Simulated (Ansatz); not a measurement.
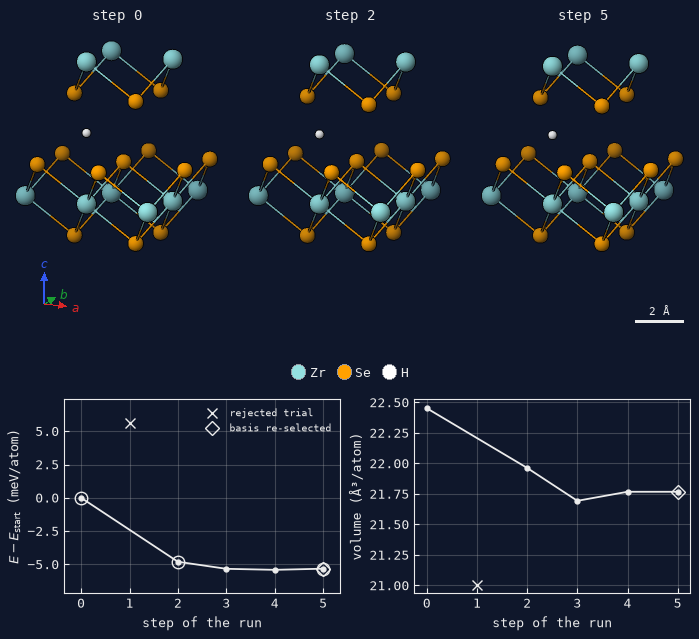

Frames of a relaxation of a crystal of Zr$_{4}$HSe$_{8}$ (set up in P-3m1) (coarse preliminary run), marked on the history of the run. The picture is a ball-and-stick view of the atoms within 5.0 Å of the atom that moves most (axes of the cell of the calculation), seen slightly off an axis.

Case: 1 H put on empty site 1 of 4 host cells, relaxed.

Level of theory: DFT PBE+D3(BJ), scalar-relativistic, plane waves, PAW in Ansatz 0.2.0.

The input:
```yaml
crystal:
  lattice:
    - [7.4722426138, 1.0e-10, 0.0]
    - [-3.736121307, 6.4711519268, 0.0]
    - [0.0, 0.0, 6.0363398387]
  atoms:
    - { symbol: Zr, position: [0.0, 0.0, 0.0] }
    - { symbol: Zr, position: [0.0, 0.5, 0.0] }
    - { symbol: Zr, position: [0.5, 0.0, 0.0] }
    - { symbol: Zr, position: [0.5, 0.5, 0.0] }
    - { symbol: Se, position: [0.1666666667, 0.3333333333, 0.2648971153] }
    - { symbol: Se, position: [0.1666666667, 0.8333333333, 0.2648971153] }
    - { symbol: Se, position: [0.6666666667, 0.3333333333, 0.2648971153] }
    - { symbol: Se, position: [0.6666666667, 0.8333333333, 0.2648971153] }
    - { symbol: Se, position: [0.3333333333, 0.1666666667, 0.7351028847] }
    - { symbol: Se, position: [0.3333333333, 0.6666666667, 0.7351028847] }
    - { symbol: Se, position: [0.8333333333, 0.1666666667, 0.7351028847] }
    - { symbol: Se, position: [0.8333333333, 0.6666666667, 0.7351028847] }
    - { symbol: H, position: [0.0, 0.0, 0.5] }
basis:
  ecutwfc: 420
kpoints:
  mp_grid: { grid: [3, 3, 4] }
hamiltonian:
  xc: pbe
  dispersion: d3bj
scf:
  occupations: { method: gaussian, width: 0.1 }
output:
  forces: true
  stress: true
  eigenvalues: true
relax:
  adjacent_minimum: "off"
  f_tol: 0.0325
  max_steps: 70
  cell: { stress_tol: 0.24 }
```

Command:
```bash
ansatz run input.yaml --threads 2 --pin off --max-ram 5120MiB --backend cpu --events-out ev --progress --plain --runs-dir out
```

Describe the path.

Answer. The largest moves relative to the cell, 0.059 Å, are those of Se5, Se6, Se8, Se9, Se11 and Se12. Se5 goes roughly along +c. H and Zr stay in place. Cell: a = b 7.472 → 7.473 Å (0.0 %), c 6.036 → 5.851 Å (−3.1 %). Volume −3.0 %. Some distances before and after: Zr1–Se11 2.685 → 2.700 Å. The space group stays P-3m1 (No. 164). After 3 accepted moves (5 points after the start) the energy has fallen by 5.3 meV per atom. The largest force component goes from 0.19 to 0.011 eV/Å. The pressure goes from −0.22 to −0.08 GPa. The line search rejected the trial step at point 1 of the run. At 1 point the geometry stayed and the basis and grid were re-selected for the new cell (energy shift of 0.1 meV per atom at most each time). From step 0 to 2: Se atoms move most (0.05 Å), volume −2.2 %, energy −4.8 meV per atom. From step 2 to 5: volume −0.9 %, energy −0.5 meV per atom.

```json
{"step": "0", "E − E(0), meV/atom": "0.00", "largest force component, eV/Å": "0.1945", "pressure, GPa": "-0.22", "volume, Å³/atom": "22.452", "note": ""}
{"step": "1", "E − E(0), meV/atom": "5.62", "largest force component, eV/Å": "0.5203", "pressure, GPa": "-0.01", "volume, Å³/atom": "21.008", "note": "rejected"}
{"step": "2", "E − E(0), meV/atom": "-4.80", "largest force component, eV/Å": "0.0128", "pressure, GPa": "-0.32", "volume, Å³/atom": "21.963", "note": ""}
{"step": "3", "E − E(0), meV/atom": "-5.33", "largest force component, eV/Å": "0.0485", "pressure, GPa": "-0.06", "volume, Å³/atom": "21.694", "note": ""}
{"step": "4", "E − E(0), meV/atom": "-5.41", "largest force component, eV/Å": "0.0106", "pressure, GPa": "-0.07", "volume, Å³/atom": "21.768", "note": ""}
{"step": "5", "E − E(0), meV/atom": "-5.32", "largest force component, eV/Å": "0.0106", "pressure, GPa": "-0.08", "volume, Å³/atom": "21.768", "note": "same geometry, new basis"}
```
